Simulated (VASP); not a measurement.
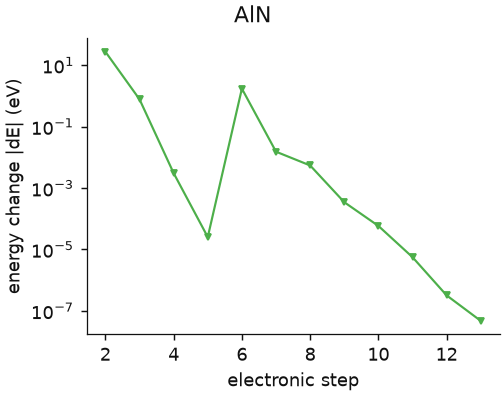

The plot shows the electronic steps of a calculation: energy change |dE|.

AlN (2 atoms in the cell), run with VASP.

INCAR
```
ENCUT = 520.000000
EDIFF = 1.00e-07
GGA = PE
PREC = Accurate
IBRION = -1
ISIF = 2
NBANDS = 11
NSW = 0
LASPH = .TRUE.
LCHARG = .FALSE.
LWAVE = .FALSE.
LREAL = .FALSE.
NELM = 97
ISMEAR = 1
SIGMA = 0.8
```

KPOINTS
```
KPOINTS created by Atomic Simulation Environment
0
Gamma
10 10 10
0 0 0
```

POSCAR
```
Al N
 1.0000000000000000
     0.0000000000000000    2.0188684536385382    2.0188684536385382
     2.0188684536385382    0.0000000000000000    2.0188684536385382
     2.0188684536385382    2.0188684536385382    0.0000000000000000
 Al  N
   1   1
Cartesian
 -0.0000000000000000 -0.0000000000000000  0.0000000000000000
  2.0188684536385382  2.0188684536385382  2.0188684536385382
```

> Did the calculation converge?

The run converged; it took 13 steps. The energy change comes down, with one marked jump up, by about 5 orders of magnitude, at step 6. The jump at step 6 comes where the charge density, held fixed for the first 5 steps, starts to be updated.

> Is anything amiss with this input?

The input holds a fault (smearing far too wide). The SCF closed all the same, which doesn't make the results meaningful for the real system.
